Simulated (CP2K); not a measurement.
## A series of single points on Sc

System: Sc (I4/mmm, 1 atom in the cell).
Method: Kohn-Sham DFT of a periodic cell, PBE, GTH-PBE with UZH-TZVP basis, no spin polarisation (CP2K 2026.2).

The 6 runs differ only in the geometry, by an even scaling of the cell at fixed fractional positions. The structure derives from a Materials Project entry.

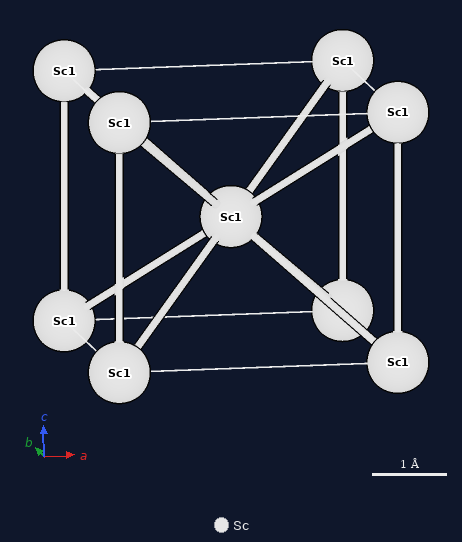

Figure 1. The structure of run 4 (ball-and-stick view of the cell 2 times as large as that of the calculation, set on its symmetry axes, seen slightly off an axis; atoms are numbered from 1 in the order of the input).

**Input of run 4**
```
&GLOBAL
  PROJECT sc_eos
  RUN_TYPE ENERGY_FORCE
  PRINT_LEVEL LOW
&END GLOBAL
&FORCE_EVAL
  METHOD QS
  STRESS_TENSOR ANALYTICAL
  &DFT
    BASIS_SET_FILE_NAME BASIS_MOLOPT_UZH
    POTENTIAL_FILE_NAME POTENTIAL_UZH
    WFN_RESTART_FILE_NAME previous-RESTART.kp
    &MGRID
      CUTOFF 450
      REL_CUTOFF 60
      NGRIDS 4
    &END MGRID
    &QS
      METHOD GPW
      EPS_DEFAULT 1.0E-10
    &END QS
    &KPOINTS
      SCHEME MONKHORST-PACK 10 10 10
      GAMMA_CENTERED T
      SYMMETRY T
      SYMMETRY_BACKEND SPGLIB
    &END KPOINTS
    &SCF
      SCF_GUESS RESTART
      EPS_SCF 1.0E-6
      MAX_SCF 100
      ADDED_MOS 11
      CHOLESKY OFF
      EPS_EIGVAL 1.0E-7
      &DIAGONALIZATION ON
        ALGORITHM STANDARD
      &END DIAGONALIZATION
      &MIXING ON
        METHOD BROYDEN_MIXING
        ALPHA 0.4
        BETA 1.5
        NBUFFER 8
      &END MIXING
      &SMEAR ON
        METHOD FERMI_DIRAC
        ELECTRONIC_TEMPERATURE [K] 580.226
      &END SMEAR
    &END SCF
    &XC
      &XC_FUNCTIONAL
        &GGA_X_PBE
        &END GGA_X_PBE
        &GGA_C_PBE
        &END GGA_C_PBE
      &END XC_FUNCTIONAL
    &END XC
    &PRINT
      &KPOINTS ON
      &END KPOINTS
      &MULLIKEN ON
      &END MULLIKEN
      &MO ON
        ENERGIES T
        OCCUPATION_NUMBERS T
        &EACH
          QS_SCF 0
        &END EACH
        ADD_LAST NUMERIC
      &END MO
    &END PRINT
  &END DFT
  &SUBSYS
    &CELL
      A 3.2308533720 0.0000000000 0.0000000000
      B -1.3803419294 2.9211418433 0.0000000000
      C -0.9252557212 -1.4605709217 2.7292944041
      PERIODIC XYZ
    &END CELL
    &COORD
      SCALED
      Sc  0.0000000000 0.0000000000 0.0000000000
    &END COORD
    &KIND Sc
      BASIS_SET TZVP-MOLOPT-PBE-GTH-q11
      POTENTIAL GTH-PBE-q11
    &END KIND
    &PRINT
      &ATOMIC_COORDINATES ON
      &END ATOMIC_COORDINATES
      &CELL ON
      &END CELL
    &END PRINT
  &END SUBSYS
  &PRINT
    &FORCES ON
    &END FORCES
    &STRESS_TENSOR ON
    &END STRESS_TENSOR
  &END PRINT
&END FORCE_EVAL
```

Command:
```bash
OMP_NUM_THREADS=1 cp2k.psmp -i sc_eos.inp -o sc_eos.out
```

Lattice vectors (Å) and fractional positions of run 4:
```
   3.230853    0.000000    0.000000
  -1.380342    2.921142    0.000000
  -0.925256   -1.460571    2.729294
Sc  0.000000  0.000000  0.000000
```

Run 2 differs from it as follows:
```diff
-      A 3.2308533720 0.0000000000 0.0000000000
-      B -1.3803419294 2.9211418433 0.0000000000
-      C -0.9252557212 -1.4605709217 2.7292944041
+      A 3.1662188904 0.0000000000 0.0000000000
+      B -1.3527276509 2.8627032617 0.0000000000
+      C -0.9067456197 -1.4313516309 2.6746938053
```

**Results, with one run withheld**

```csv
run,volume per atom (Å³),"free energy per atom, from the lowest run given (meV)",pressure (GPa)
1,23.738,7.89,2.44
2,24.243,?,?
3,24.748,0.00,0.13
4,25.758,5.56,−1.84
5,26.264,12.73,−2.70
6,26.769,22.51,−3.50
```

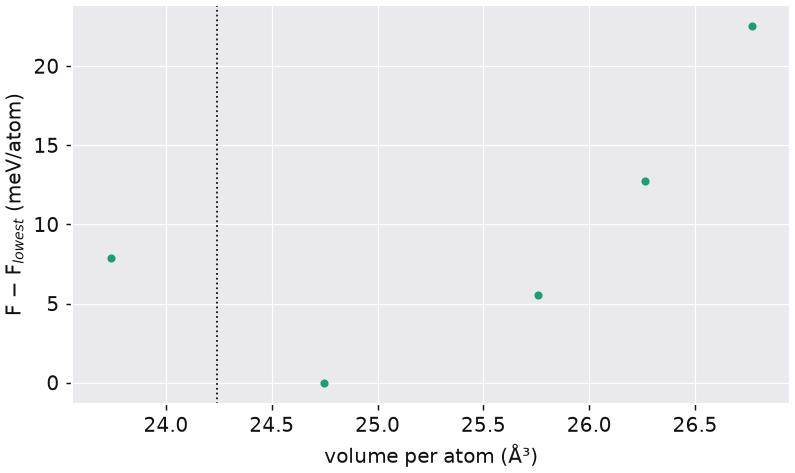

Figure 2. Free energy per atom of the runs given; the dotted line marks run 2.

Fit the runs given and predict run 2.

A cubic polynomial in V^(−2/3) (the Birch–Murnaghan form), fitted to the 5 runs given, misses them by under 0.01 meV per atom. With x = V^(−2/3) − 0.11568 Å⁻², it reads F = 2.3081 − 2483.2 x + 6.6608e+05 x² − 2.4629e+06 x³ (meV per atom). At run 2 it gives 2.12 meV per atom, and the run itself gives 2.12. The slope of the fit gives a pressure −dF/dV of 1.24 GPa there, and the run prints 1.24 GPa. The fit has its minimum at 24.808 Å³ per atom, where V d²F/dV² gives 51.7 GPa. Cell shape and fractional positions are held, so this is the stiffness under even scaling; the relaxed bulk modulus wasn't computed.

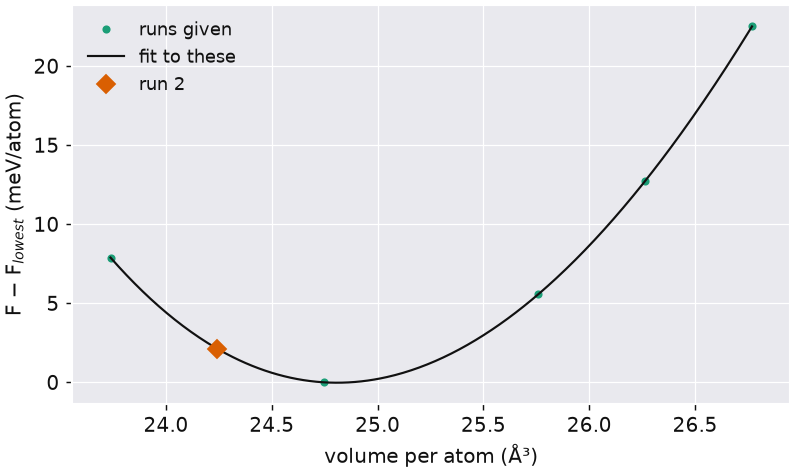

Figure 3. The fit and the withheld run.

**Some lines of the output (run 2)**
```
[...]
 CELL| Volume [angstrom^3]:                                            24.243278
 CELL_REF| Volume [angstrom^3]:                                        24.243278
                        Smear method:                                FERMI_DIRAC
  Step     Update method      Time    Convergence         Total energy    Change
  Fermi energy:                                                 0.28855987945081
  Total energy:                                               -46.63771526504102
  Total energy (extrapolated to T->0):                        -46.63733719120086
 MO| E(Fermi):            0.288560 a.u.          7.852114 eV
```
